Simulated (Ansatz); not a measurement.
## Electronic structure of BaZrO3 in real space

Input

```
crystal:
  lattice:
    - [4.2053549142, 0.0, 0.0]
    - [0.0, 4.2053549142, 0.0]
    - [0.0, 0.0, 4.2053549142]
  atoms:
    - { symbol: Ba, position: [0.0, 0.0, 0.0] }
    - { symbol: Zr, position: [0.5, 0.5, 0.5] }
    - { symbol: O, position: [0.5, 0.5, 0.0] }
    - { symbol: O, position: [0.5, 0.0, 0.5] }
    - { symbol: O, position: [0.0, 0.5, 0.5] }
kpoints:
  mp_grid: { grid: [4, 4, 4] }
  band_path:
    path: [[0.0, 0.0, 0.0], [0.0, 0.5, 0.0], [0.5, 0.5, 0.0], [0.5, 0.5, 0.5]]
    npoints: 1
hamiltonian:
  xc: pbe0
scf:
  occupations: { method: fixed }
  n_extra_bands: 5
output:
  forces: true
  stress: true
  eigenvalues: true
  write_density: true
  write_potential: true
  elf: true
  volumetric_format: npy
```

Below, planes, directions and counts refer to the conventional cell (a = 4.21 Å, b = 4.21 Å, c = 4.21 Å, α = 90.00°, β = 90.00°, γ = 90.00°).

Space group Pm-3m; started from the cubic perovskite prototype, which need not be the ambient phase.

All numbers below come from Ansatz 0.2.0, DFT, PBE0, plane waves, PAW.

In a PAW calculation such maps are meaningful between the atoms, not at the nuclei.

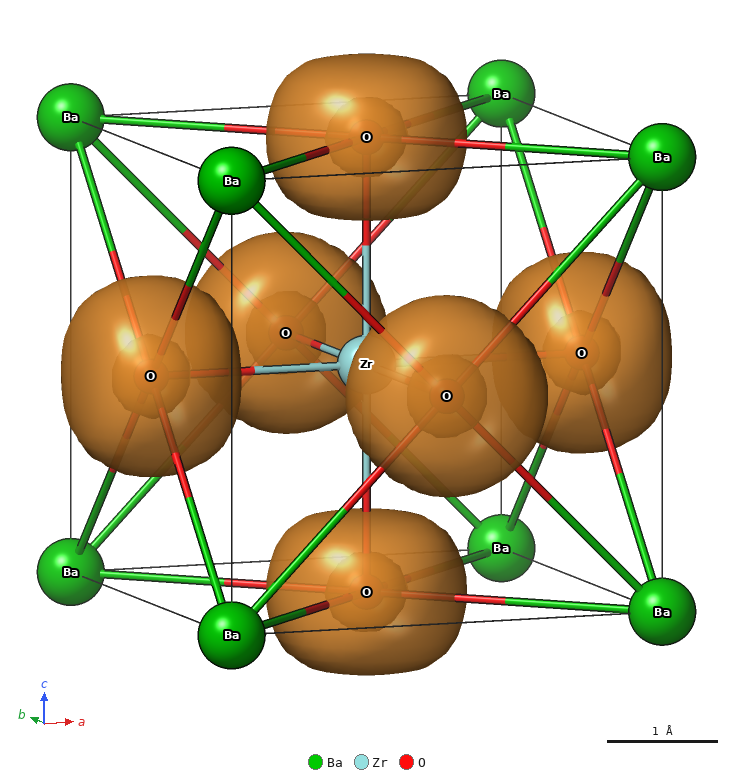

Figure 1. Isosurface of the electron localisation function at 0.7 (orange), seen slightly off an axis. Core shells and regions of very low density are left out. Sticks mark near contacts.

### Identify the bonds, lone pairs and shells in this picture.

At this value the surface marks out three regions wrapped around O (the valence shell of each), counted in one cell of 5 atoms. Any copies at cell faces, edges or corners count once. Along the contacts the grid gives the following. Zr–O (2.10 Å): the ELF peaks at about 0.85 in the valence shell of O, 0.6 Å from its nucleus, and drops to about 0.20 between the two atoms (no shared electron pair shows on this line). Ba–O (2.97 Å): the ELF is about 0.10 at the midpoint (an ionic contact with no shared pair).

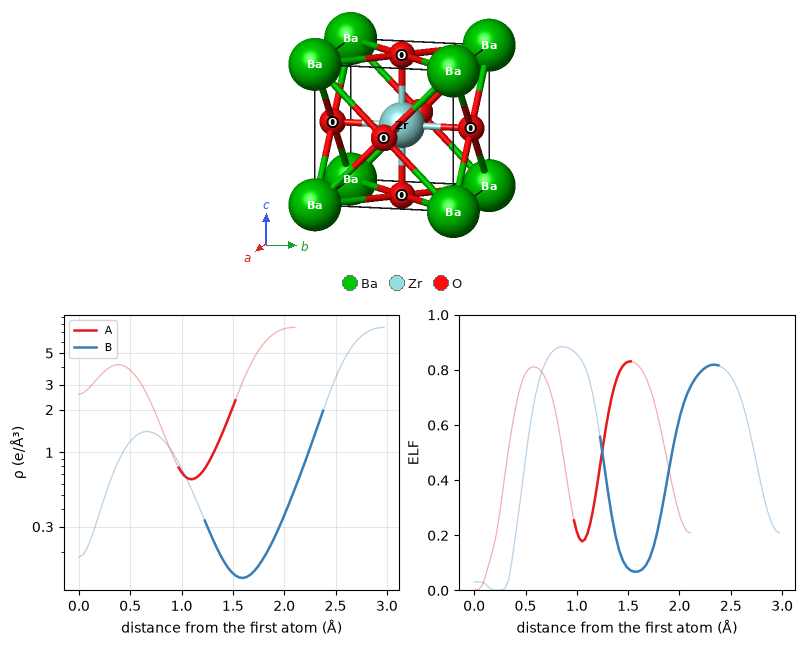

Figure 2. Valence charge density (pseudo) and electron localisation function along straight lines between neighbouring atoms. Thin, pale parts lie inside the atomic spheres. The structure is drawn too.

### Which curve belongs to which contact (Ba–O and Zr–O)? The first atom named is at distance zero.

Curve A: Zr–O (2.10 Å): the density is about 0.66 e/Å³ at the midpoint; the ELF peaks at about 0.85 in the valence shell of O, 0.6 Å from its nucleus, and drops to about 0.20 between the two atoms: no shared electron pair shows on this line. Curve B: Ba–O (2.97 Å): the density is about 0.14 e/Å³ at the midpoint; the ELF is about 0.10 at the midpoint (a largely ionic contact).

### Metal or insulator at this level of theory?

It is gapped, with a Kohn–Sham gap of 5.4 eV on the k-point mesh, an upper bound to the gap of this method.
